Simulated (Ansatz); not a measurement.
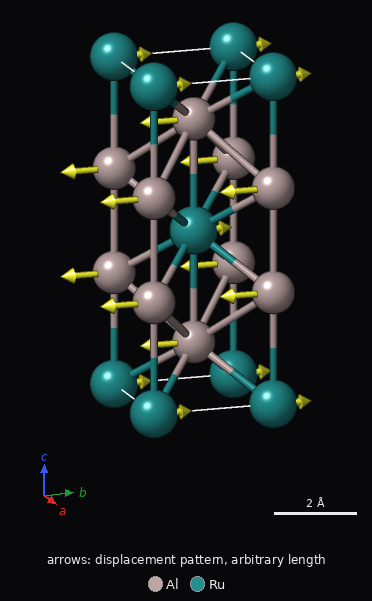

Lattice vibrations of crystalline Al₂Ru at 0.98 times its rest volume, space group I4/mmm (No. 139), at the zone centre. The optical levels lie at 266, 275 (×2), 345 (×2), 461 cm⁻¹. One mode is drawn. The yellow arrows are the displacements of the atoms (eigenvector over the root of the mass), of arbitrary overall length and sign. Style: ball-and-stick. Shown: the conventional cell (2 times the calculation's cell), slightly off an axis. Lengths and directions refer to the drawn axes.

Method: Ansatz, DFT LDA, scalar-relativistic, plane waves, PAW. Settings: plane-wave cutoff 420 eV; k-point mesh 18 × 18 × 18; occupations fermi dirac; smearing width 0.15 eV; no spin polarisation.

The frequencies depend somewhat on the k-mesh and the smearing.

> To which level does it belong?

The level at 275 cm⁻¹. This is the E_u mode (doubly degenerate; one member of the set is drawn), optical level 2 of 4, counted from below, infrared-active by symmetry. The Al sublattice moves against the Ru sublattice, along b; the kinetic energy is shared as Al 65 %, Ru 35 %. The crystal is a metal, so free carriers screen the infrared response.
